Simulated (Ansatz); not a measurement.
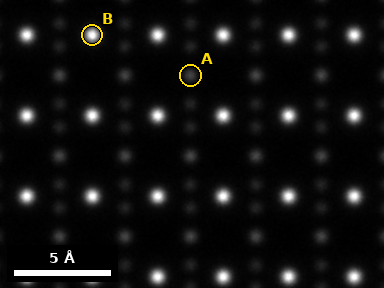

Dark-field STEM-like image of PtSe₂ (I4/mcm, No. 140) along [110]. Simulation: incoherent imaging, intensity Z^1.7 per atom, probe width 0.56 Å, thin sample. The probe carries 25 % of its weight in a tail 2.5 times as wide. Shot noise was added. Structure used: the geometry relaxed with DFT PBE, scalar-relativistic, plane waves, PAW in Ansatz 0.2.0; the starting structure was generated, so it need not be a known form of this composition.

```
Pt Se
1.0
     5.88798    0.00000    0.00000
     0.00000    5.88798    0.00000
     0.00000    0.00000    6.76357
Pt Se
4 8
Direct
  0.00000 0.00000 0.25000
  0.00000 0.00000 0.75000
  0.50000 0.50000 0.75000
  0.50000 0.50000 0.25000
  0.17847 0.67847 0.00000
  0.32153 0.17847 0.00000
  0.32153 0.82153 0.50000
  0.17847 0.32153 0.50000
  0.67847 0.17847 0.50000
  0.82153 0.67847 0.50000
  0.82153 0.32153 0.00000
  0.67847 0.82153 0.00000
```

Which atoms make up the marked columns?

A: Se (2 Se per 8.33 Å along the beam; about 25 % of the brightest peak). B: Pt (2 Pt per 8.33 Å along the beam; the brightest kind). Brightness is counted from the darkest point of the image.
